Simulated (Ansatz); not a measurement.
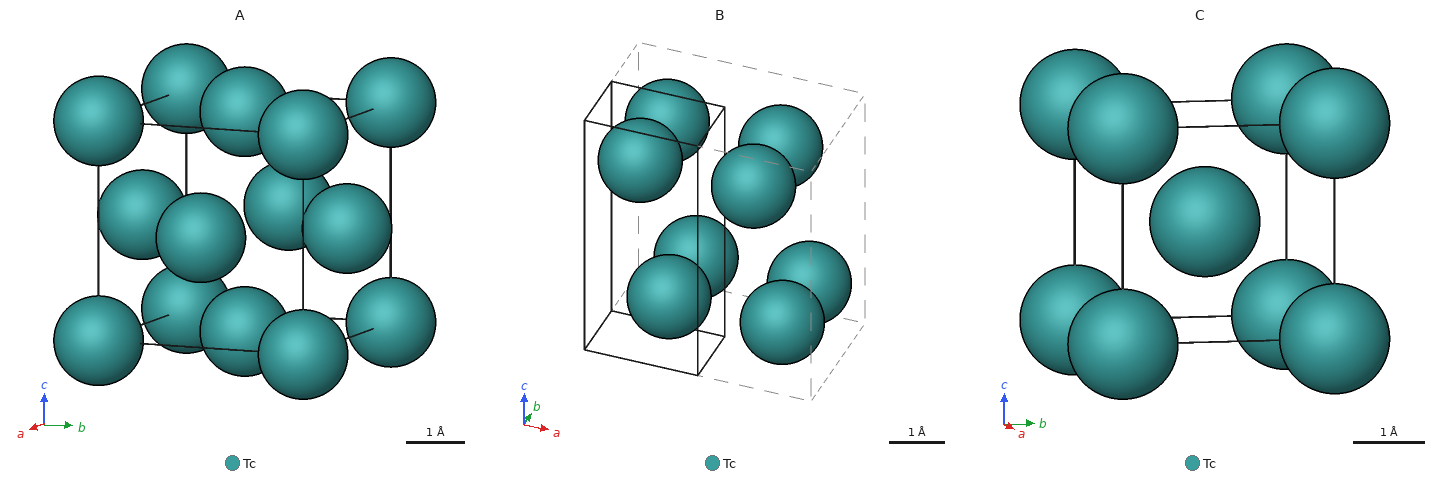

Three structures of Tc, each relaxed to rest (conventional cells in solid outline, small ones repeated, each panel with its own scale). Method: Ansatz 0.2.0, DFT PBE, scalar-relativistic, plane waves, PAW, without spin polarisation.

### Give the type and space group of each panel.

A: face-centred cubic (Cu type), Fm-3m; B: hexagonal close-packed (Mg type), P6_3/mmc; C: body-centred cubic (W type), Im-3m.

### Which of these is lowest in energy, and how far above it do the others lie?

B, then A (+71 meV/atom) and C (+250 meV/atom), energies at zero smearing.

### Collect the results in a table.

| panel | structure | E − E(lowest) (meV/atom) | volume (Å³/atom) | gap (eV) |
| --- | --- | --- | --- | --- |
| B | P6_3/mmc | 0 | 14.4 | metal |
| A | Fm-3m | 71 | 14.5 | metal |
| C | Im-3m | 250 | 14.6 | metal |

Some of these may be structure types tried for this composition rather than known phases, and the most stable form need not be among them. Gaps are taken on the k-mesh or band path of each run.
